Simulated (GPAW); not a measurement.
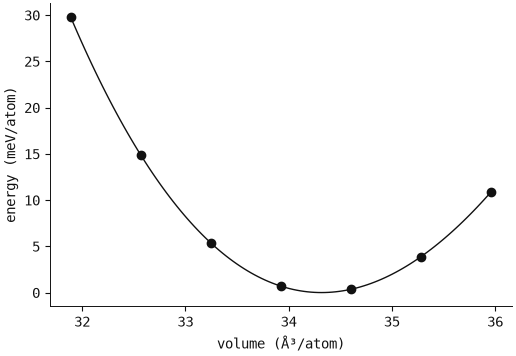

The figure shows the energy against volume for Te, space group P3_121 (No. 152).

Structure:
```
CELL_PARAMETERS angstrom
4.45400 0.00000 0.00000
-2.22700 3.85728 0.00000
0.00000 0.00000 5.92400
ATOMIC_POSITIONS crystal
Te 0.73100 0.73100 0.00000
Te 0.00000 0.26900 0.66667
Te 0.26900 0.00000 0.33333
```

Method: PAW DFT in plane waves, on a grid or in atomic orbitals, no spin polarisation; energies at scaled volumes of the given cell, shape and fractions fixed, counted from the fit's minimum, third-order Birch-Murnaghan fit (GPAW 26.7.0). Level: r2SCAN.

- k mesh: 6×6×4
- occupations: Fermi–Dirac
- smearing width: 0.05 eV
- potentials: GPAW PAW data sets (gpaw data 1.2.1)
- wave cutoff: 600 eV
- program settings: basis pw

From this curve and the settings, what does the calculation give for the pressure at the same points?

The pressure falls from 4.19 GPa at volume 31.89 Å³/atom to −2.05 GPa at 35.96 Å³/atom, and changes sign near 34.31 Å³/atom.

| volume (Å³/atom) | pressure (GPa) |
| --- | --- |
| 31.89 | 4.19 |
| 32.57 | 2.84 |
| 33.25 | 1.63 |
| 33.93 | 0.55 |
| 34.60 | −0.41 |
| 35.28 | −1.28 |
| 35.96 | −2.05 |

Keep in mind: shape and atomic fractions are frozen while scaling, which makes layered, chain and framework solids too stiff.
